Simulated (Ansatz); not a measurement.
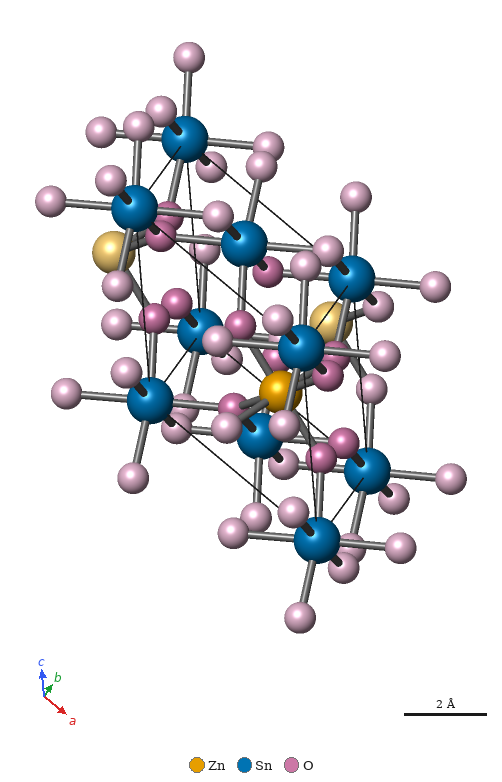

*The structure (ball-and-stick view of the cell of the calculation, seen slightly off an axis; neighbours outside the cell are drawn fainter). An atom can appear more than once, as a periodic image.*

# Single-point calculation, with input and output: ZnSn2O8

ZnSn2O8 (defect cell, 11 atoms in the cell), computed with DFT, PBE, plane waves, PAW, no spin polarisation (Ansatz 0.2.0).

The structure derives from a Materials Project entry.

### Input file
```yaml
crystal:
  lattice:
    - [0.0, 4.8271903452, -3.2381522545]
    - [0.0, -4.8271903452, -3.2381522545]
    - [-4.8271903452, 0.0, 3.2381522545]
  atoms:
    - { symbol: Zn, position: [-0.25, 0.25, 0.5] }
    - { symbol: Sn, position: [-0.0025751032, -0.0025751032, 0.0] }
    - { symbol: Sn, position: [0.5025751032, 0.5025751032, 0.0] }
    - { symbol: O, position: [0.5520505501, 0.75, 0.8020505501] }
    - { symbol: O, position: [0.0615161638, 0.25, 0.8115161638] }
    - { symbol: O, position: [0.9479494499, 0.75, 0.1979494499] }
    - { symbol: O, position: [0.4384838362, 0.25, 0.1884838362] }
    - { symbol: O, position: [0.5326911462, 0.2278080627, 0.6951169165] }
    - { symbol: O, position: [-0.0326911462, 0.6624257702, 0.6951169165] }
    - { symbol: O, position: [0.5326911462, 0.8375742298, 0.3048830835] }
    - { symbol: O, position: [-0.0326911462, 0.2721919373, 0.3048830835] }
basis:
  ecutwfc: "300 eV"
  xc_grid: 2
kpoints:
  mp_grid: { grid: [3, 3, 3], shift: [0.0, 0.0, 0.0] }
hamiltonian:
  xc: pbe
scf:
  occupations: { method: gaussian, width: 0.02 }
  algorithm: direct_min
output:
  forces: true
  eigenvalues: true
```

Launch command:
```bash
ansatz run input.yaml --threads 4 --pin off --max-ram 10240MiB --backend cpu --events-out ev --progress --plain --runs-dir out
```

### What the program printed
```
Warning: basis.ecutwfc = 300 eV is below the records' recommended 420 eV, and the density's cutoff is lower with it unless basis.ecutrho_ratio is high enough to keep the records' density cutoff: compare with a run at a higher cutoff
Engine: ansatz 0.2.0, aarch64-unknown-linux-gnu
Pseudopotentials: kind: paw
Pseudopotential: Zn, paw, valence charge 12, recommended cutoff 420 eV (normal), Zn.paw.azcp
Pseudopotential: Sn, paw, valence charge 14, recommended cutoff 420 eV (normal), Sn.paw.azcp
Pseudopotential: O, paw, valence charge 6, recommended cutoff 420 eV (normal), O.paw.azcp
Functional definition: PBE
  parameter kappa = 0.804
  parameter beta = 0.06672455060314922
  exchange = pbe_x(kappa = kappa, mu = beta*pi^2/3)
  correlation = pbe_c(beta = beta)
Crystal: 11 atoms, lattice volume = 150.909 Å³
Basis set: ecut = 300 eV, 1809 PW (Γ), exchange–correlation on 72×72×72 points (8 copies of the dense FFT grid, shifted against one another)
Bands: 55, of which v1, the nominal top of the filled ones, is band 44 counted from 1 (43 counted from 0)
Symmetry: 8 space group operations
Space group: Immm (ITA 71), of the structure as read, at distance tolerance 5.3e-5 Å
k-points: 8 of 27
Non-local potential: Zn, projectors of the file, l = 0: 2, l = 1: 2, l = 2: 3, l = 3: 1
Non-local potential: Sn, projectors of the file, l = 0: 2, l = 1: 2, l = 2: 2, l = 3: 2
Non-local potential: O, projectors of the file, l = 0: 2, l = 1: 2, l = 2: 1
PAW form: soft (Blöchl's): semilocal exchange-correlation on the pseudo side does not see the compensation charge
PAW one-centre angular grid: Zn, 590 points (default); XC on 64 Gauss nodes
PAW one-centre angular grid: Sn, 590 points (default); XC on 64 Gauss nodes
PAW one-centre angular grid: O, 110 points (default); XC on 64 Gauss nodes
Initial density: superposition of atomic densities (neutral atoms: chi_scale 0, normalization atom), corrected by the library's trained network
Initial wavefunctions: pseudopotential atomic-orbital guess
Functional: x = pbe(κ = 0.804, μ = 0.2195149727645171), c = pbe(β = 0.06672455060314922)
SCF iter   1: F=—  HF=-19886.057624 eV  |F-HF|=—  |Δ(HF+E_count)|=         —  Δρ=2.14e-2  dr2=3.47e-1  ethr=1.77e-3  ⟨swp⟩=7.4  Hψ=1812  notcnv=0
preconditioner: auto → LDOS  [metal: Δε(μ)=0.008 eV  Ē_g=15.312 eV  σ=0.020 eV  W_gap=0.21  n_scr=42 (ndim 8)  ℏωp=28.4 eV  f_vac=0.089  D(μ)=38.81/eV (n_scr^D=814)  β→1.0]
SCF iter   2: F=—  HF=-19886.112830 eV  |F-HF|=—  |Δ(HF+E_count)|=   5.52e-2  Δρ=2.10e-2  dr2=8.12e-1  ethr=3.95e-4  ⟨swp⟩=4.5  Hψ=1257  notcnv=0  defer=2
SCF iter   3: F=—  HF=-19886.042550 eV  |F-HF|=—  |Δ(HF+E_count)|=   7.03e-2  Δρ=5.48e-3  dr2=5.92e-2  ethr=3.95e-4  ⟨swp⟩=2.9  Hψ=890  notcnv=0
iter 4 solved again at ethr=2.10e-7 eV; its pass at ethr=6.73e-5 eV (dr2=1.85e-4 eV) is discarded
SCF iter   4: F=—  HF=-19886.039810 eV  |F-HF|=—  |Δ(HF+E_count)|=   2.74e-3  Δρ=3.30e-4  dr2=1.77e-4  ethr=2.10e-7  ⟨swp⟩=4.6  Hψ=2032  notcnv=0  defer=2
SCF iter   5: F=—  HF=-19886.039794 eV  |F-HF|=—  |Δ(HF+E_count)|=   1.61e-5  Δρ=4.99e-5  dr2=2.51e-6  ethr=2.02e-7  ⟨swp⟩=2.2  Hψ=805  notcnv=0  defer=2
SCF iter   6: F=—  HF=-19886.039793 eV  |F-HF|=—  |Δ(HF+E_count)|=   5.35e-7  Δρ=9.12e-6  dr2=7.54e-8  ethr=2.86e-9  ⟨swp⟩=3.8  Hψ=1097  notcnv=0  defer=1
SCF iter   7: F=-19886.039793 eV  HF=-19886.039793 eV  |F-HF|=2.87e-9  |Δ(HF+E_count)|=   3.01e-8  Δρ=1.92e-6  dr2=3.37e-9  ethr=8.57e-11  ⟨swp⟩=3.1  Hψ=977  notcnv=0
SCF 1 converged in 7 iterations: F = -19886.039793 eV  dr2 = 3.37e-9
  Residual-converged pass: ⟨swp⟩=3.0  Hψ=853  notcnv=0  max |occ|·‖R‖ = 6.6e-6 eV (tolerance 6.7e-6 eV)  dr2=3.62e-9  dr2_onsite=5.19e-10  max |Δocc| = 7.3e-11
  greatest PAW one-centre occupation: 0.996 electrons in one spin orbital (limit 2), on the Sn atom at site 2 (counted from 0), in its partial waves of l = 2
```

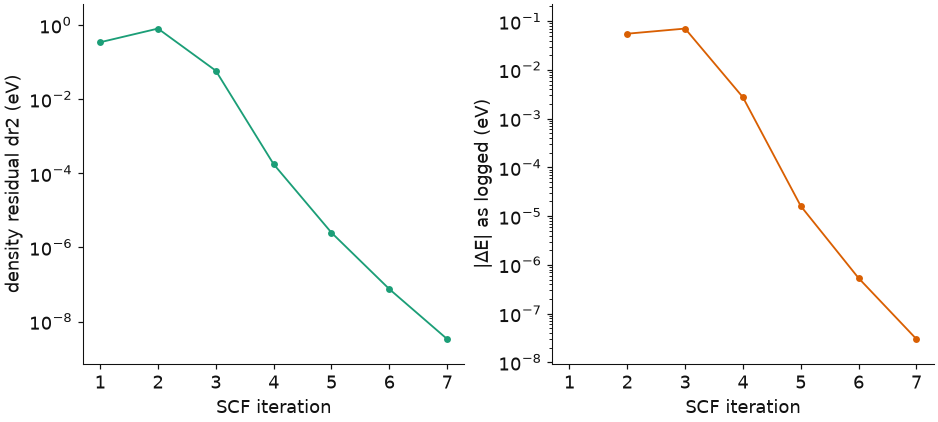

*Convergence of the self-consistent field: density residual dr2 and size of the energy change against the SCF iteration.*

The residual comes down, with one marked jump up, by a factor of about 2.5, at step 2.

```
SCF converged after 7 iterations
Stability not checked: this state was not tested for a lower state beside it, because a direct minimisation reached the state, and no test of it is asked (direct_minimisation; see scf.lower_state_search)
Free energy (F): -19886.039793 eV
Harris-Foulkes:  -19886.039793 eV  (|F-HF|=2.87e-9)
Internal energy: -19886.030692 eV  (E = F + TS)
E sigma→0 (E₀):  -19886.035243 eV
Entropy (-TS):   -0.009101 eV (-0.827 meV/atom)
Fermi energy:    4.062332 eV
--- Per-component energies (eV) ---
  E_band       = -436.261746
  E_kinetic    = 1900.669886
  E_local      = -7190.585768  (includes V_loc(G=0)·N_el)
  E_nonlocal   = 920.252005
  E_hartree    = 3162.935284
  E_xc         = -1480.239865
  E_vxc        = -982.280065  (∫ρ·V_xc dr)
  E_paw        = -11371.652509  (= ΣΔE_a)
  E_vpaw       = -1410.260365  (= ΣTr[D̂ρ^β])
  E_aug_tail   = 0.072249  (compensation charges beyond the density's cutoff)
  E_ewald      = -5827.481974
  E_smearing   = -0.009101  (= −TS)
  E_closure    = 0.000000  (closes the sum)
  Σ components = -19886.039793   (vs F -19886.039793, Δ=0.00e0)
--- Forces (eV/Å), atoms counted from 1 ---
  atom   1  Zn    -0.00000000     0.00000000    -0.00000000
  atom   2  Sn    -0.00000000     0.00000000     0.00255012
  atom   3  Sn     0.00000000     0.00000000    -0.00255012
  atom   4  O      0.01799608    -0.01799608     0.00000000
  atom   5  O      0.02186020    -0.02186020     0.00000000
  atom   6  O     -0.01799608     0.01799608     0.00000000
  atom   7  O     -0.02186020     0.02186020     0.00000000
  atom   8  O      0.00828602     0.00828602     0.00390538
  atom   9  O      0.00828602     0.00828602    -0.00390538
  atom  10  O     -0.00828602    -0.00828602     0.00390538
  atom  11  O     -0.00828602    -0.00828602    -0.00390538
  max |Σ_I F_I| component: 1.39e-17 eV/Å
--- Band table (eV; the first three rows and the last of 8) ---
  k-point 0: bands = ["-16.3042", "-16.2126", "-15.8611", "-15.6029", "-15.5855", "-15.4930", "-15.4642", "-15.4430", "-15.4035", "-15.3725", "-13.7365", "-12.7666", "-12.3144", "-12.2333", "-12.1404", "-11.9085", "-11.3781", "-11.0040", "-2.6137", "-2.1678", "-2.0773", "-1.6606", "-1.4753", "-1.4611", "-1.3788", "0.3032", "0.3405", "0.6384", "1.4582", "1.5796", "1.8217", "2.0112", "2.6809", "2.9473", "3.0915", "3.3311", "3.5157", "3.5451", "3.5918", "3.6837", "3.7577", "3.8120", "3.8391", "4.1050", "4.2211", "4.2426", "4.4369", "7.1543", "9.7576", "11.4542", "12.9621", "13.4467", "13.8036", "14.5542", "15.2059"]
  k-point 1: bands = ["-16.3020", "-16.2184", "-15.8532", "-15.6009", "-15.5838", "-15.4928", "-15.4617", "-15.4447", "-15.4025", "-15.3733", "-13.5025", "-12.7914", "-12.6641", "-12.2421", "-12.2281", "-11.8328", "-11.2907", "-10.9979", "-2.7759", "-1.7895", "-1.6119", "-1.5289", "-1.3757", "-1.3250", "-1.2000", "0.0419", "0.3399", "0.6179", "1.1764", "1.5019", "1.6055", "1.6759", "2.3732", "2.9024", "3.0070", "3.2085", "3.4730", "3.4786", "3.6521", "3.6749", "3.6851", "3.7619", "4.0534", "4.0830", "4.1756", "4.2133", "4.2810", "8.2575", "10.3068", "11.3926", "12.8064", "13.4741", "13.8337", "15.2178", "15.2628"]
  k-point 2: bands = ["-16.1538", "-16.1097", "-15.9304", "-15.8009", "-15.5631", "-15.4724", "-15.4585", "-15.4539", "-15.4480", "-15.4247", "-13.4795", "-12.9777", "-12.4943", "-12.2500", "-11.9731", "-11.6678", "-11.3422", "-11.3148", "-2.5786", "-1.9121", "-1.7730", "-1.4975", "-1.3923", "-1.3512", "-1.2108", "-0.0679", "0.7716", "0.8743", "1.1023", "1.5923", "1.7247", "1.8098", "2.1659", "2.6842", "2.7777", "3.0663", "3.2165", "3.4163", "3.4949", "3.6925", "3.7858", "3.8520", "3.9803", "4.0992", "4.1073", "4.2039", "4.2433", "8.7023", "10.0121", "12.4916", "12.5608", "13.3325", "14.2847", "14.3542", "14.9223"]
  k-point 7: bands = ["-16.2979", "-16.2321", "-15.8499", "-15.6035", "-15.5847", "-15.4927", "-15.4593", "-15.4466", "-15.4032", "-15.3755", "-13.2952", "-12.8993", "-12.5846", "-12.3728", "-12.2451", "-11.8522", "-11.4068", "-10.9637", "-2.6605", "-2.1377", "-1.6207", "-1.3734", "-1.3449", "-1.2346", "-0.7916", "-0.0723", "0.5893", "0.7889", "1.3285", "1.6455", "1.6667", "1.7318", "2.3714", "2.6947", "2.9016", "3.1712", "3.2778", "3.3732", "3.4283", "3.5165", "3.5748", "3.7468", "3.8214", "3.8249", "3.8884", "4.0595", "4.2354", "8.8141", "10.5274", "11.8592", "12.4350", "13.7479", "13.9638", "15.0423", "15.2809"]
```

### Summary

```tsv
quantity	value
outcome	converged
electrons treated	88
free energy	−19886.0398 eV
Fermi energy	4.062 eV
gap on the k-point mesh	none (metallic)
largest force (length of the vector)	0.031 eV/Å
hardware	4 threads of Arm Neoverse V1, 24 GiB of memory available, shared host
wall time	6.2 s (CPU time 24 s)
peak memory	0.5 GiB
```

Settings chosen away from the usual ones: basis.ecutwfc set to 300 eV (from 420); scf.algorithm set to direct_min. These settings are looser than, or depart from, a standard set-up, so the numbers are not reference values for this system. The program warns: the cutoff is below the recommended one.
